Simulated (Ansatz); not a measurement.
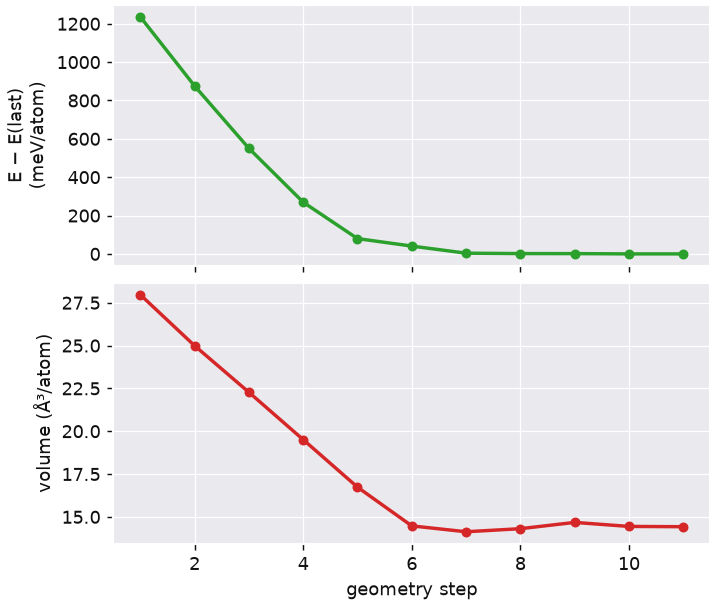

The picture comes from a calculation with Ansatz.

History of a geometry optimisation. Atoms and cell relax. A closing SCF on a freshly chosen basis isn't drawn.

```
crystal:
  lattice:
    - [3.2572956256, 0.0, 0.0]
    - [-1.6286478128, 2.8209007594, 0.0]
    - [0.0, 0.0, 3.0435356002]
  atoms:
    - { symbol: P, position: [0.0, 0.0, 0.0] }
basis:
  ecutwfc: 500
kpoints:
  mp_grid: { grid: [6, 6, 6] }
hamiltonian:
  xc: r2scan
scf:
  occupations: { method: gaussian, width: 0.1 }
  lower_state_search: "off"
output:
  forces: true
  stress: true
  eigenvalues: true
relax:
  adjacent_minimum: "off"
  f_tol: 0.04
  max_steps: 70
  cell: { stress_tol: 0.4 }
```

### How did the optimisation end?

The optimisation met its thresholds at geometry 11, counting the start as the first. The energy fell by about 1200 meV/atom from the first step to the last. All forces vanish by symmetry, so only the cell moves.

### Was the starting cell too large or too small?

The volume shrinks from 28.0 to 14.4 Å³ per atom (−48 %). The start was expanded.

### By which step was nine tenths of the energy gained?

By step 5 of 11.
